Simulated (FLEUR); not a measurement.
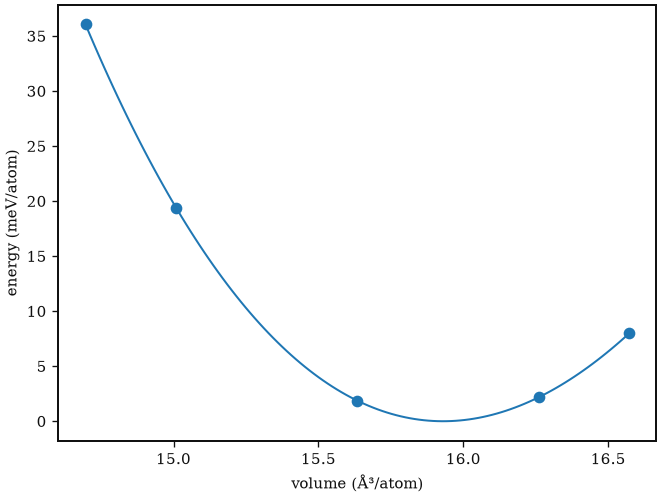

The figure shows the energy against volume for TiAl₃, space group I4/mmm (No. 139).

Starting cell:
```
CELL_PARAMETERS angstrom
-1.91111 1.91111 4.28067
1.91111 -1.91111 4.28067
1.91111 1.91111 -4.28067
ATOMIC_POSITIONS crystal
Ti 0.00000 0.00000 0.00000
Al 0.25000 0.75000 0.50000
Al 0.75000 0.25000 0.50000
Al 0.50000 0.50000 0.00000
```

Method: all-electron LAPW DFT, no spin polarisation; energies at scaled volumes of the given cell, shape and fractions fixed, counted from the fit's minimum, third-order Birch-Murnaghan fit (FLEUR MaX-R8.1 (later development tree)). Level: PBE.

k mesh 10×10×10; occupations Fermi–Dirac; smearing width 0.05 eV; potentials all electron; program settings basis FLAPW, kmax 4.56 1/bohr.

> How stiff is the solid, and where is its volume at rest?

A third-order Birch–Murnaghan fit gives V0 = 15.93 Å³/atom, B0 = 106 GPa and B′ = 4.0.

Note: shape and atomic fractions are frozen while scaling, which makes layered, chain and framework solids too stiff.
